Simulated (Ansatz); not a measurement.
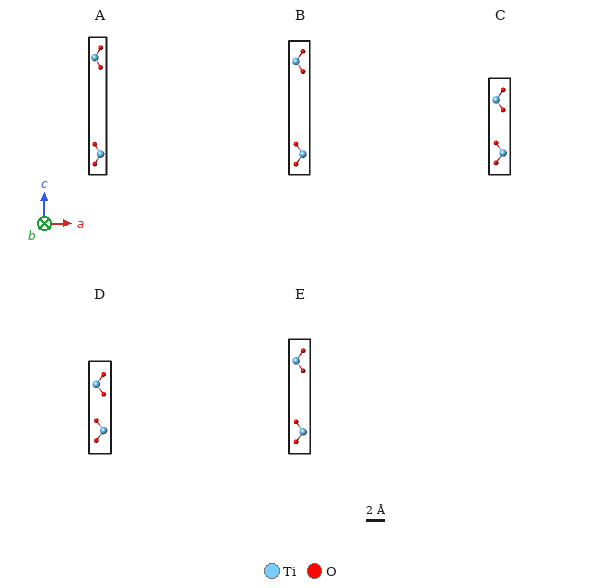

5 geometries from one relaxation of a crystal of TiO$_{2}$ (built on the MoS2-164 type type), in shuffled order. Style: ball-and-stick. Shown: the cell of the calculation, along the b axis.

Computed with DFT, PBEsol, plane waves, PAW in Ansatz. (plane-wave cutoff 420 eV; k-point mesh 9 × 9 × 2; occupations fermi dirac; smearing width 0.03 eV; no spin polarisation; cell and atoms relaxed; force threshold 0.01 eV/Å; at most 120 steps)

### Order the frames from highest to lowest energy.

A, B, E, C, D. They are steps 0, 4, 8, 12, 31, at +17.018 eV per cell of the calculation, +1.773 eV per cell of the calculation, +1.432 eV per cell of the calculation, +1.289 eV per cell of the calculation relative to the last. The energy falls by 17.018 eV per cell of the calculation in 26 accepted moves (31 points after the start). Largest force component: 9.3 eV/Å at the start, 0.00078 eV/Å at the end. The pressure goes from 160.27 to 0.01 GPa. The SCF was repeated 5 times at an unchanged geometry on a basis and grid sized afresh for the cell, which shifted the energy by 0.952 eV per cell of the calculation at most. The largest moves relative to the cell, 1.42 Å, are those of O atoms. Largest moves by element: O 1.42 Å, Ti 1.04 Å. The drawn cell changes as follows: a = b 2.268 → 2.851 Å (+25.7 %), c 15.436 → 10.362 Å (−32.9 %); the volume changes by +6.1 %. Among the contacts that change: Ti–Ti 2.268 → 2.851 Å, O–Ti 1.713 → 1.991 Å. Bond angles that change, for instance: Ti–O–Ti 82.9° → 91.5°. The space group stays P-3m1 (No. 164).
